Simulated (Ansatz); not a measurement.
Input

```
crystal:
  lattice:
    - [3.8330589177, 0.0, 0.0]
    - [0.0, 5.4207639067, 0.0]
    - [0.0, 0.0, 24.5826472942]
  atoms:
    - { symbol: Ca, position: [0.5, 0.5, 0.3050932599] }
    - { symbol: F, position: [0.0, 0.75, 0.3050932599] }
    - { symbol: F, position: [0.0, 0.25, 0.3050932599] }
    - { symbol: Ca, position: [0.0, 0.0, 0.3830559559] }
    - { symbol: F, position: [0.5, 0.25, 0.3830559559] }
    - { symbol: F, position: [0.5, 0.75, 0.3830559559] }
    - { symbol: Ca, position: [0.5, 0.5, 0.461018652] }
    - { symbol: F, position: [0.0, 0.75, 0.461018652] }
    - { symbol: F, position: [0.0, 0.25, 0.461018652] }
    - { symbol: Ca, position: [0.0, 0.0, 0.538981348] }
    - { symbol: F, position: [0.5, 0.25, 0.538981348] }
    - { symbol: F, position: [0.5, 0.75, 0.538981348] }
    - { symbol: Ca, position: [0.5, 0.5, 0.6169440441] }
    - { symbol: F, position: [0.0, 0.75, 0.6169440441] }
    - { symbol: F, position: [0.0, 0.25, 0.6169440441] }
    - { symbol: Ca, position: [0.0, 0.0, 0.6949067401] }
    - { symbol: F, position: [0.5, 0.25, 0.6949067401] }
    - { symbol: F, position: [0.5, 0.75, 0.6949067401] }
basis:
  ecutwfc: 420
kpoints:
  mp_grid: { grid: [7, 5, 1] }
hamiltonian:
  xc: pbesol
scf:
  occupations: { method: gaussian, width: 0.05 }
output:
  forces: true
  stress: true
  eigenvalues: true
  write_density: true
  write_potential: true
  elf: true
  volumetric_format: npy
efield:
  axis: 3
  dipole_correction: true
  ramp_width: 0.04
```

Launched as:

```sh
ansatz run input.yaml --threads 2 --pin off --max-ram 5120MiB --backend cpu --events-out ev --progress --plain --runs-dir out
```

Not relaxed (largest force 1.3 eV/Å).

All numbers below come from DFT PBEsol, scalar-relativistic, plane waves, PAW in Ansatz.

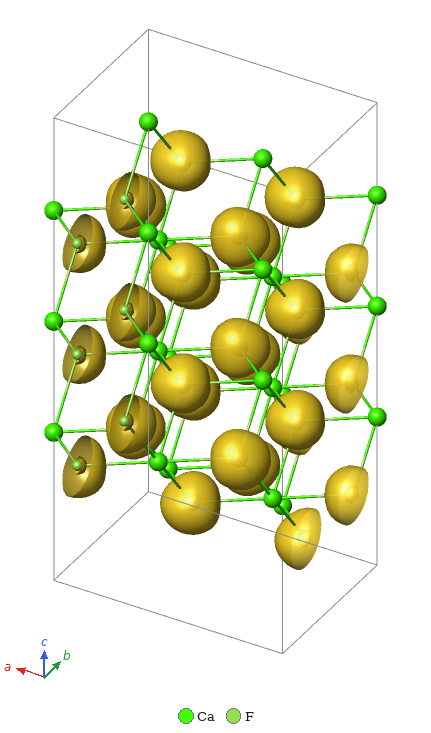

CaF2 (slab). Isosurface of the electron localisation function at 0.65 (yellow), seen at an oblique angle. Only the valence region is drawn (cores and ρ < 0.01 e/Å³ removed). Sticks mark near contacts.

What do the ELF domains correspond to?

Answer. The ELF exceeds this value in twelve regions wrapped around F (the valence shell of each), counted in one cell of 18 atoms. Counts are for one cell; the picture repeats the cell along the surface. Along the contacts the grid gives the following. Ca–F (2.35 Å): the ELF is about 0.05 at the midpoint; an ionic contact with no shared pair.

Does the calculation give a band gap?

Answer. It is gapped, with a Kohn–Sham gap of 5.1 eV on the k-point mesh (the band edges may lie off the mesh, which would make the gap smaller).
